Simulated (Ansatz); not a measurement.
Geometry relaxation of AlNi$_{3}$ (part 4 of 4)

The same run, continued: AlNi$_{3}$ (interface cell, 16 atoms in the cell); DFT PBE, scalar-relativistic, plane waves, PAW, spin-polarised (Ansatz 0.2.0); cutoff 420 eV, 10×10×3 k-mesh, Gaussian smearing of 0.1 eV, collinear spins. The structure derives from a Materials Project entry. It belongs to a series of runs on one base structure; here: antiphase boundary on (0 0 1), shift by [0.5, 0, 0.5] of the cube.

Geometry of the input (Å; fractional positions):
```
3.5667  0.0000  0.0000
0.0000  3.5667  0.0000
0.0000  0.0000  14.2667
Al 0.0000  0.0000  0.0000
Ni 0.0000  0.5000  0.1250
Ni 0.5000  0.0000  0.1250
Ni 0.5000  0.5000  0.0000
Al 0.0000  0.0000  0.2500
Ni 0.0000  0.5000  0.3750
Ni 0.5000  0.0000  0.3750
Ni 0.5000  0.5000  0.2500
Ni 0.0000  0.0000  0.5000
Ni 0.0000  0.5000  0.6250
Al 0.5000  0.0000  0.6250
Ni 0.5000  0.5000  0.5000
Ni 0.0000  0.0000  0.7500
Ni 0.0000  0.5000  0.8750
Al 0.5000  0.0000  0.8750
Ni 0.5000  0.5000  0.7500
```

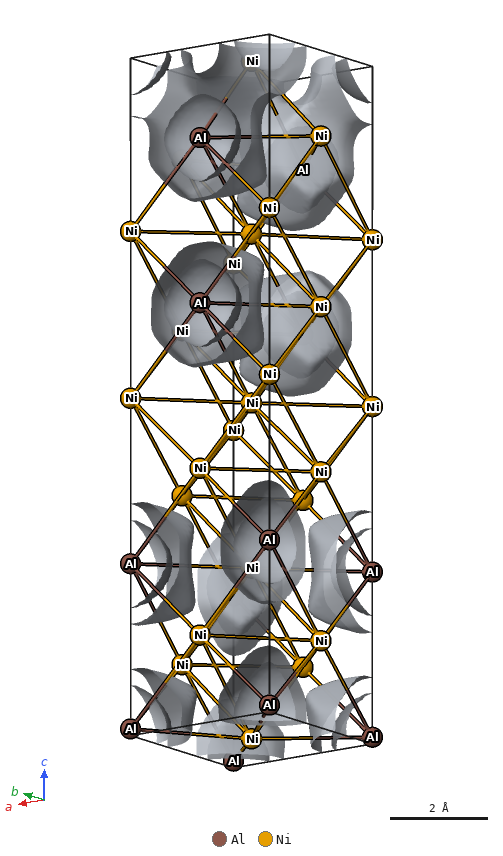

*Isosurface of the ELF at 0.4 (grey), seen at an oblique angle. Core shells and regions of very low density are left out. Sticks mark near contacts. The outline is the calculation cell.*

Along the contacts the grid gives the following. Al–Ni (2.47 Å): the ELF is about 0.40 at the midpoint, as expected for nearly free electrons, as in a simple metal. Ni–Ni (2.47 Å): the ELF is about 0.25 at the midpoint; no localised pair between them.

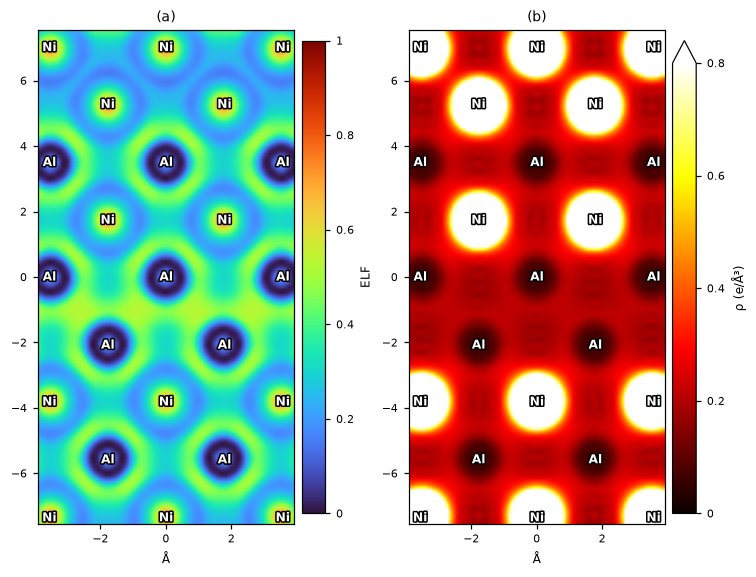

*(a) ELF; (b) valence pseudo-density on the (010) plane of the calculation cell.*

The section cuts through Al and Ni sites. Ni–Ni (2.49 Å): the density is about 0.31 e/Å³ at the midpoint; the ELF is about 0.20 at the midpoint; no localised pair between them. Al–Ni (2.51 Å): the density is about 0.29 e/Å³ at the midpoint; the ELF is about 0.40 at the midpoint (metallic bonding. Ni–Ni (2.49 Å): ρ is about 0.31 e/Å³ halfway; the ELF is about 0.20 at the midpoint; no localised pair between them. Away from the nuclei the density in this plane falls to 0.17 e/Å³ at its lowest. The strong features right at Ni lie inside the PAW spheres (semicore, d or f shells) and say nothing about bonding.

Summary

```tsv
quantity	value
outcome	converged
electrons treated	228
free energy	−72233.0729 eV
Fermi energy	15.683 eV
gap on the k-point mesh	none (metallic)
net moment of the cell	2.28 μB
integrated absolute moment	2.84 μB
final volume	182.77 Å³
largest force (length of the vector) at the end	0.008 eV/Å
hardware	4 threads of Arm Neoverse V1, 24 GiB of memory available, shared host
wall time	12 min (CPU time 46 min)
peak memory	2.5 GiB
```
